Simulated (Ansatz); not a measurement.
## ZnSe (Stilleite): given cell or relaxed cell?

How far does the choice of cell move the gap? The case is ZnSe (Stilleite).

Program: Ansatz 0.2.0. Level of theory: PBE, HSE06 and G0W0, plane waves, PAW. Results are calculated unless marked as measured.

**What was measured.**

- Gap 2.695 ± 0.003 eV: excitonic gap from free-exciton PL, not corrected for exciton binding; photoluminescence; 300 K; bulk crystal (Bridgman-grown crystal, polished and etched) (“Alloy Disordering Effects on the Thermal Conductivity and Energy Gap Temperature Dependence of Cd1−xZnxSe Ternary Crystals Grown by the Bridgman Method”, 2023, pmc:10253836).

### 1. The starting structure

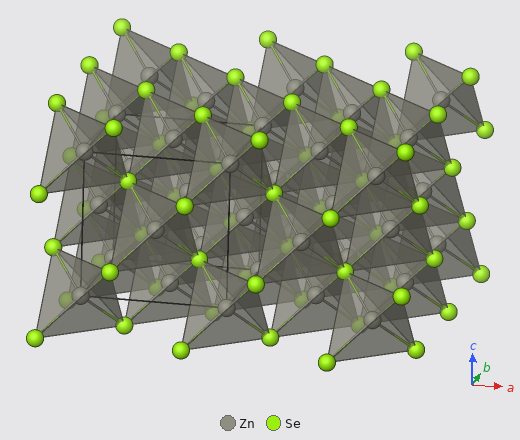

The cell as given, slightly off an axis (zinc grey, selenium green). 2×2×1 cells are drawn. This picture shows the conventional cell, with its axes. Some periodic images of atoms are drawn too.

The cell and positions come from the Crystallography Open Database and are kept as given unless a step says otherwise. The default PAW set here is soft_1. Its files were made with PBE.

### 2. PBE bands at the given cell

Levels along a band path, at the cheap level, show where the edges lie and whether the meshes to come will hold them.

This step: DFT, PBE, plane waves, PAW.

File input.yaml:

```yaml
crystal:
  lattice:
    - [0.0, 2.8338, 2.8338]
    - [2.8338, 0.0, 2.8338]
    - [2.8338, 2.8338, 0.0]
  atoms:
    - { symbol: Zn, position: [0.0, 0.0, 0.0] }
    - { symbol: Se, position: [0.25, 0.25, 0.25] }
kpoints:
  mp_grid: { grid: [8, 8, 8] }
  band_path:
    path:
      - [[0.0, 0.0, 0.0], [-0.5, -0.5, 0.0], [-0.375, -0.375, 0.25]]
      - [[-0.375, 0.0, 0.375], [0.0, 0.0, 0.0], [0.0, 0.0, 0.5], [-0.5, -0.25, 0.25], [-0.5, -0.5, 0.0]]
    npoints: 10
hamiltonian:
  xc: pbe
  pseudopotentials: { kind: paw, azcp: { folder: "./paw" } }
scf:
  occupations: { method: fermi_dirac, width: 0.02 }
  n_extra_bands: 4
output:
  eigenvalues: true
  write_density: true
  write_potential: true
  elf: true
  volumetric_format: npy
```

Command:

```console
> ansatz run input.yaml --threads 3 --pin off --max-ram 92160MiB --backend cuda --events-out ev --progress --plain --runs-dir out --devices 1 --max-vram 13GiB
```

Numbers of over 12 decimals in the logs are rounded to 6 here.

Output:

```text
scf.n_extra_bands = 4 over 14 filled bands (N_el = 28.0): the run solves 18 bands
GPUs: using 1 of 1 available (devices: 1).
Engine: ansatz 0.2.0, x86_64-unknown-linux-gnu
Pseudopotentials: kind: paw
Pseudopotential: Zn, paw, valence charge 12, recommended cutoff 420 eV (normal), <dir>
Pseudopotential: Se, paw, valence charge 16, recommended cutoff 420 eV (normal), <dir>
Functional definition: PBE
  parameter kappa = 0.804
  parameter beta = 0.066725
  exchange = pbe_x(kappa = kappa, mu = beta*pi^2/3)
  correlation = pbe_c(beta = beta)
device memory: the entry about to start is reckoned to put 0.8 GiB on a device that reports 76.0 GiB free (of which the cap on the GPU budget leaves the run 13.0 GiB)
GPU FFT provider: cuFFT
GPU libraries: cuBLAS 13.8.2, cuFFT 12.4.0, cuSOLVER 12.3.4
Crystal: 2 atoms, lattice volume = 45.513 Å³
Basis set: ecut = 420 eV, 893 PW (Γ)
Bands: 18, of which v1, the nominal top of the filled ones, is band 14 counted from 1 (13 counted from 0)
Symmetry: 24 space group operations
Space group: F-43m (ITA 216), of the structure as read, at distance tolerance 3.6e-5 Å
k-points: 29 of 512 (time reversal used)
Non-local potential: Zn, projectors of the file, l = 0: 2, l = 1: 2, l = 2: 3, l = 3: 1
Non-local potential: Se, projectors of the file, l = 0: 2, l = 1: 2, l = 2: 3, l = 3: 1
PAW form: soft (Blöchl's): semilocal exchange-correlation on the pseudo side does not see the compensation charge
PAW one-centre angular grid: Zn, 590 points (default); XC on 64 Gauss nodes
PAW one-centre angular grid: Se, 590 points (default); XC on 64 Gauss nodes
Initial density: superposition of atomic densities (chi_scale 0.1, normalization cell, long waves kept (reshape's long-wave potential 0.00 eV rms))
Initial wavefunctions: pseudopotential atomic-orbital guess
GPU buffer pool allocated for 19683 grid points (all kernels)
GPU transforms: local potential and band sums: pruned to the plane-wave sphere, on 25×27×27
Functional: x = pbe(κ = 0.804, μ = 0.219515), c = pbe(β = 0.066725)
SCF iter   1: F=—  HF=-8789.872758 eV  |F-HF|=—  |Δ(HF+E_count)|=         —  Δρ=6.16e-2  dr2=1.06e0  ethr=3.10e-3  ⟨swp⟩=6.2  Hψ=2841  notcnv=0
preconditioner: auto → none  [insulator: Δε(μ)=1.156 eV  Ē_g=12.790 eV  σ=0.020 eV  W_gap=1.00  n_scr=14 (ndim 8)  ℏωp=23.4 eV  f_vac=0.060  D(μ)=0.00/eV (n_scr^D=0)  ε∞_Penn≈4.3]
SCF iter   2: F=—  HF=-8789.629472 eV  |F-HF|=—  |Δ(HF+E_count)|=   2.43e-1  Δρ=2.57e-2  dr2=2.00e-1  ethr=3.10e-3  ⟨swp⟩=3.0  Hψ=1208  notcnv=0
SCF iter   3: F=—  HF=-8789.542932 eV  |F-HF|=—  |Δ(HF+E_count)|=   8.65e-2  Δρ=1.23e-2  dr2=3.65e-2  ethr=7.13e-4  ⟨swp⟩=2.1  Hψ=1104  notcnv=0
SCF iter   4: F=—  HF=-8789.537356 eV  |F-HF|=—  |Δ(HF+E_count)|=   5.58e-3  Δρ=2.80e-3  dr2=2.07e-3  ethr=1.30e-4  ⟨swp⟩=2.0  Hψ=1103  notcnv=0
SCF iter   5: F=—  HF=-8789.537660 eV  |F-HF|=—  |Δ(HF+E_count)|=   3.03e-4  Δρ=1.03e-3  dr2=3.13e-4  ethr=7.39e-6  ⟨swp⟩=2.0  Hψ=899  notcnv=0
SCF iter   6: F=—  HF=-8789.537764 eV  |F-HF|=—  |Δ(HF+E_count)|=   1.04e-4  Δρ=7.93e-5  dr2=2.18e-6  ethr=1.12e-6  ⟨swp⟩=2.0  Hψ=945  notcnv=0
SCF iter   7: F=—  HF=-8789.537779 eV  |F-HF|=—  |Δ(HF+E_count)|=   1.50e-5  Δρ=3.67e-5  dr2=5.41e-7  ethr=7.77e-9  ⟨swp⟩=2.0  Hψ=928  notcnv=0
SCF iter   8: F=-8789.537778 eV  HF=-8789.537778 eV  |F-HF|=3.77e-8  |Δ(HF+E_count)|=   1.37e-7  Δρ=1.39e-5  dr2=4.75e-8  ethr=3.57e-10  ⟨swp⟩=1.0  Hψ=1566  notcnv=0
SCF 1 converged in 8 iterations: F = -8789.537778 eV  dr2 = 4.75e-8
[...]
device memory: the entry about to start is reckoned to put 1.0 GiB on a device that reports 74.3 GiB free (of which the cap on the GPU budget leaves the run 13.0 GiB)
NSCF: frozen V_eff on 62 k-points, pencils in batches of 32, up to order 80
SCF converged after 8 iterations
Free energy (F): -8789.537778 eV
Harris-Foulkes:  -8789.537778 eV  (|F-HF|=3.77e-8)
Internal energy: -8789.537778 eV  (E = F + TS)
E sigma→0 (E₀):  -8789.537778 eV
Fermi energy:    7.194677 eV
--- Per-component energies (eV) ---
  E_band       = -388.199965
  E_kinetic    = 258.346434
  E_local      = -4840.004040  (includes V_loc(G=0)·N_el)
  E_nonlocal   = 465.988597
  E_hartree    = 2238.777702
  E_xc         = -163.571203
  E_vxc        = -141.448009  (∫ρ·V_xc dr)
  E_paw        = -4028.131764  (= ΣΔE_a)
  E_vpaw       = -608.645337  (= ΣTr[D̂ρ^β])
  E_aug_tail   = -0.000658  (compensation charges beyond the density's cutoff)
  E_ewald      = -2720.942845
  E_smearing   = -0.000000  (= −TS)
  E_closure    = 0.000000  (closes the sum)
  Σ components = -8789.537778   (vs F -8789.537778, Δ=0.00e0)
--- Band table (eV; the first three rows and the last of 29) ---
  k-point 0: bands = [... 10 lower, 0.3716, 6.5414, 6.5414, 6.5414, 7.8259, 12.3501, 12.3501, 12.3501]
  k-point 1: bands = [... 10 lower, 0.3702, 5.2251, 6.3894, 6.3894, 8.8110, 12.2887, 12.6037, 12.6037]
  k-point 2: bands = [... 10 lower, 0.3717, 3.4972, 6.0644, 6.0644, 9.2857, 12.9823, 12.9823, 13.1020]
  k-point 28: bands = [... 10 lower, 0.6714, 1.8564, 3.7810, 3.8790, 12.0240, 12.0861, 13.5097, 14.2540]
```

Elapsed: 17 s, on 1 × NVIDIA H100 80GB HBM3 (shared by 6 runs) with 3 threads of AMD EPYC 7R13 (Zen 3), shared host; peak memory 0.91 GiB.

This step gave:

```yaml
filled_bands: 14
gap: 1.285 eV
valence_top_at: Γ
conduction_bottom_at: Γ
least_direct_gap: 1.285 eV
```

The gap is direct, at Γ.

### 3. The relaxed cell

Cell and ions were relaxed with PBE; that run is not shown. It left this cell:

The structure is cubic, space group F-43m (No. 216). The conventional cell has a = 5.733 Å, b = 5.733 Å, c = 5.733 Å, α = 90.00°, β = 90.00°, γ = 90.00°. Zn has 4 Se at 2.48 Å nearest. Nearest to Se lie 4 Zn at 2.48 Å. Farther neighbours and most contacts between anions are not listed.

### 4. PBE at the relaxed cell

The cell differs from the one that the last finished run ended in (a 4.008 → 4.053 Å, b 4.008 → 4.053 Å, c 4.008 → 4.053 Å).

input.yaml, the sections that differ from step 2:

```yaml
crystal:
  lattice:
    - [0.0, 2.8662503, 2.8662503]
    - [2.8662503, 0.0, 2.8662503]
    - [2.8662503, 2.8662503, 0.0]
  atoms:
    - { symbol: Zn, position: [0.0, 0.0, 0.0] }
    - { symbol: Se, position: [0.25, 0.25, 0.25] }
output:
  eigenvalues: true
# kpoints, hamiltonian, scf: as in step 2
```

Output:

```text
[...]
GPUs: using 1 of 1 available (devices: 1).
[...]
GPU FFT provider: cuFFT
GPU libraries: cuBLAS 13.8.2, cuFFT 12.4.0, cuSOLVER 12.3.4
Crystal: 2 atoms, lattice volume = 47.095 Å³
Basis set: ecut = 420 eV, 941 PW (Γ)
Bands: 18, of which v1, the nominal top of the filled ones, is band 14 counted from 1 (13 counted from 0)
[... 1 set-up line as in the run before ...]
[...]
Fermi energy:    6.676081 eV
[...]
--- Band table (eV; the first three rows and the last of 29) ---
  k-point 0: bands = [... 10 lower, 0.0061, 6.0901, 6.0901, 6.0901, 7.2400, 11.9073, 11.9073, 11.9073]
  k-point 1: bands = [... 10 lower, 0.0050, 4.7944, 5.9475, 5.9475, 8.2346, 11.8225, 12.1496, 12.1496]
  k-point 2: bands = [... 10 lower, 0.0064, 3.1311, 5.6412, 5.6412, 8.7443, 12.5175, 12.5175, 12.5555]
  k-point 28: bands = [... 10 lower, 0.2800, 1.5688, 3.4671, 3.5840, 11.4763, 11.5736, 12.9814, 13.8058]
[key lines of the parts left out:]
SCF converged after 8 iterations
Free energy (F): -8789.547889 eV
```

Run time: 16 s. Hardware: 1 × NVIDIA H100 80GB HBM3 (shared by 6 runs) with 3 threads; peak memory 0.89 GiB.

Numbers from this step:

```
gap                  : 1.150 eV
valence top at       : Γ
conduction bottom at : Γ
least direct gap     : 1.150 eV
```

The gap is direct, at Γ.

### 5. HSE06 at the relaxed cell

The screened hybrid is the usual rung above semilocal functionals: a quarter of exact exchange, cut off beyond a few ångström.

This step: DFT, HSE06, plane waves, PAW.

File input.yaml:

```yaml
crystal:
  lattice:
    - [0.0, 2.8662503, 2.8662503]
    - [2.8662503, 0.0, 2.8662503]
    - [2.8662503, 2.8662503, 0.0]
  atoms:
    - { symbol: Zn, position: [0.0, 0.0, 0.0] }
    - { symbol: Se, position: [0.25, 0.25, 0.25] }
kpoints:
  mp_grid: { grid: [4, 4, 4] }
  band_path:
    path:
      - [0.0, 0.0, 0.0]
      - [-0.5, -0.5, 0.0]
      - [-0.375, -0.375, 0.25]
      - [-0.375, 0.0, 0.375]
      - [0.0, 0.0, 0.5]
      - [-0.5, -0.25, 0.25]
    npoints: 1
hamiltonian:
  xc: hse06
  pseudopotentials: { kind: paw, azcp: { folder: "./paw" } }
scf:
  occupations: { method: fixed }
  n_extra_bands: 4
output:
  eigenvalues: true
  write_density: true
  write_potential: true
  elf: true
  volumetric_format: npy
```

Output:

```text
[...]
GPUs: using 1 of 1 available (devices: 1).
[...]
davidson cushion auto → on  (no smearing: the cushion is to keep the highest requested band from converging to the state above it; pin scf.eigensolver.cushion to override)
[...]
GPU FFT provider: cuFFT
GPU libraries: cuBLAS 13.8.2, cuFFT 12.4.0, cuSOLVER 12.3.4
Crystal: 2 atoms, lattice volume = 47.095 Å³
Basis set: ecut = 420 eV, 941 PW (Γ)
[...]
E sigma→0 (E₀):  -8791.143122 eV
Fermi energy:    5.465028 eV
[...]
--- Band table (eV; the first three rows and the last of 8) ---
  k-point 0: bands = [... 10 lower, -2.4075, 5.4650, 5.4650, 5.4650, 7.7451, 12.4106, 12.4106, 12.4106]
  k-point 1: bands = [... 10 lower, -2.4077, 2.3425, 4.9958, 4.9958, 9.2468, 13.0470, 13.0470, 13.0896]
  k-point 2: bands = [... 10 lower, -2.2352, 0.1622, 4.6034, 4.6034, 9.0511, 12.9556, 12.9556, 15.0912]
  k-point 7: bands = [... 10 lower, -2.0941, 0.7235, 2.6232, 2.8539, 11.8868, 12.1766, 13.5776, 14.2206]
[key lines of the parts left out:]
Free energy (F): -8791.143122 eV
```

Run time: 18 s. Hardware: 1 × NVIDIA H100 80GB HBM3 (shared by 6 runs) with 3 threads; peak memory 1.1 GiB.

This step gave:

```yaml
gap: 2.280 eV
valence_top_at: Γ
conduction_bottom_at: Γ
least_direct_gap: 2.280 eV
```

The gap stands +1.13 eV against PBE.

### 6. G0W0 at the relaxed cell

G0W0 replaces the xc potential by the self-energy, built once from these orbitals. Only a window of levels is corrected, while the sums run over the empty bands that the input names.

This step: G0W0 on PBE, plane waves, PAW.

File input.yaml:

```yaml
crystal:
  lattice:
    - [0.0, 2.8662503, 2.8662503]
    - [2.8662503, 0.0, 2.8662503]
    - [2.8662503, 2.8662503, 0.0]
  atoms:
    - { symbol: Zn, position: [0.0, 0.0, 0.0] }
    - { symbol: Se, position: [0.25, 0.25, 0.25] }
kpoints:
  mp_grid: { grid: [6, 6, 6] }
hamiltonian:
  xc: pbe
  pseudopotentials: { kind: paw, azcp: { folder: "./paw" } }
scf:
  occupations: { method: fixed }
gw:
  n_empty_bands: 140
  ecut_chi: 120
  qp_bands: [v2, c2]
  qp_kpoints: band_edges
  screening: { model: contour_deformation }
```

Output:

```text
GPUs: using 1 of 1 available (devices: 1).
[...]
GPU FFT provider: cuFFT
GPU libraries: cuBLAS 13.8.2, cuFFT 12.4.0, cuSOLVER 12.3.4
Crystal: 2 atoms, lattice volume = 47.095 Å³
Basis set: ecut = 420 eV, 941 PW (Γ)
Bands: 18, of which v1, the nominal top of the filled ones, is band 14 counted from 1 (13 counted from 0)
[... 1 set-up line as in the run before ...]
[...]
k-points: 16 of 216 (time reversal used)
[...]
1    16     11.9270    -7.4782    -4.3477   -12.0557  0.7635    12.1585    12.1567  root
[...]
12    13      4.0269   -18.1115     2.5470   -14.7423  0.7371     3.1676     3.2047  root
    12    14      4.0269   -18.1115     2.5470   -14.7423  0.7371     3.1676     3.2047  root
    12    15      9.1570    -6.7992    -3.5808   -10.3654  0.7895     9.1424     9.1424  root
    12    16      9.5523    -8.9163    -3.8102   -12.9868  0.7777     9.8144     9.8125  root
[key lines of the parts left out:]
SCF converged after 8 iterations
Free energy (F): -8789.542946 eV
Fermi energy:    6.093433 eV
```

Run time: 15 s. Hardware: 1 × NVIDIA H100 80GB HBM3 (shared by 6 runs) with 3 threads; peak memory 1.1 GiB.

This step gave:

```yaml
bands_summed: 154
rpa_eps_infinity_on_this_mesh_eigenvalues: 9.058, 9.058, 9.058
plane_waves_in_the_screening_matrix: 137
g0w0_gap_on_the_mesh: 2.209 eV
k_of_the_valence_top: 0, 0, 0
k_of_the_conduction_bottom: 0, 0, 0
starting_gap_on_the_mesh: 1.148 eV
least_direct_g0w0_gap_on_the_computed_points: 2.209 eV
```

The gap on the mesh goes from 1.15 eV to 2.21 eV, a correction of +1.06 eV. Between the two edge states, bare exchange in place of the xc potential would open the gap by 6.81 eV, and correlation takes back 5.75 eV.

### 7. G0W0 at the given cell

input.yaml, the sections that differ from step 6:

```yaml
crystal:
  lattice:
    - [0.0, 2.8338, 2.8338]
    - [2.8338, 0.0, 2.8338]
    - [2.8338, 2.8338, 0.0]
  atoms:
    - { symbol: Zn, position: [0.0, 0.0, 0.0] }
    - { symbol: Se, position: [0.25, 0.25, 0.25] }
gw:
  n_empty_bands: 135
  ecut_chi: 120
  qp_bands: [v2, c2]
  qp_kpoints: band_edges
  screening: { model: contour_deformation }
# kpoints, hamiltonian, scf: as in step 6
```

Output:

```text
GPUs: using 1 of 1 available (devices: 1).
[...]
GPU FFT provider: cuFFT
GPU libraries: cuBLAS 13.8.2, cuFFT 12.4.0, cuSOLVER 12.3.4
Crystal: 2 atoms, lattice volume = 45.513 Å³
Basis set: ecut = 420 eV, 893 PW (Γ)
Bands: 18, of which v1, the nominal top of the filled ones, is band 14 counted from 1 (13 counted from 0)
[... 1 set-up line as in the run before ...]
[...]
k-points: 16 of 216 (time reversal used)
[...]
1    16     12.4158    -7.6970    -4.3571   -12.3082  0.7704    12.6718    12.6700  root
[...]
12    13      4.3580   -18.3308     2.5652   -14.9110  0.7444     3.4737     3.5034  root
    12    14      4.3580   -18.3308     2.5652   -14.9110  0.7444     3.4737     3.5034  root
    12    15      9.5320    -7.0757    -3.5698   -10.6440  0.7954     9.5305     9.5305  root
    12    16     10.0068    -9.0050    -3.8042   -13.0760  0.7848    10.2751    10.2736  root
[key lines of the parts left out:]
SCF converged after 8 iterations
Free energy (F): -8789.532596 eV
Fermi energy:    6.544767 eV
```

Elapsed: 18 s, on 1 × NVIDIA H100 80GB HBM3 (shared by 6 runs) with 3 threads; peak memory 1.2 GiB.

Numbers from this step:

```yaml
bands_summed: 149
rpa_eps_infinity_on_this_mesh_eigenvalues: 8.530, 8.530, 8.530
plane_waves_in_the_screening_matrix: 137
g0w0_gap_on_the_mesh: 2.391 eV
k_of_the_valence_top: 0, 0, 0
k_of_the_conduction_bottom: 0, 0, 0
starting_gap_on_the_mesh: 1.283 eV
least_direct_g0w0_gap_on_the_computed_points: 2.391 eV
```

The gap on the mesh goes from 1.28 eV to 2.39 eV, a correction of +1.11 eV. Between the two edge states, bare exchange in place of the xc potential would open the gap by 6.94 eV, and correlation takes back 5.84 eV.

### 8. Together

G0W0 rows are gaps on the mesh, lowered by the amount that the mesh misses the start's edges, a rough step that assumes the same correction there.

```tsv
level	given cell (eV)	relaxed cell (eV)	change (eV)
PBE	1.28	1.15	−0.13
HSE06	-	2.28	-
G0W0@PBE	2.39	2.21	−0.18
```

### 9. Outcome

```json
{
  "volume change": "+3.5 %",
  "PBE, given cell": "1.28 eV",
  "PBE, relaxed cell": "1.15 eV",
  "HSE06, relaxed cell": "2.28 eV",
  "G0W0@PBE, relaxed cell": "2.21 eV",
  "G0W0@PBE, given cell": "2.39 eV",
  "known limits": "not at the basis limit; no spin-orbit coupling"
}
```

Relaxation changes the volume by +3.5 % and the gap by −0.13 eV (PBE) and −0.18 eV (G0W0@PBE). Bands and cutoff are finite, so the gap is not at the basis limit. The miss can reach some tenths of an eV and take either sign; the mesh is an error of its own. The many-body steps are scalar-relativistic: spin-orbit coupling is not in them.

[Paths, hosts, dates, memory and timing lines, banners, echoed tables and standing remarks are left out of the program output.]

[Logs are printed without paths, hosts, clocks, repeated set-up lines and the standing remarks that a program may print on its own settings, such as how far it seeks lower states.]

[Runs of the session that timed out or met a known fault of the program may be left out.]

[Cells called generated may have been cut or substituted from an entry of the Crystallography Open Database or the Materials Project.]

[Hosts, paths, dates, database ids (printed as entryN), source tags and the programs' standing remarks are cut or masked in the printed files.]
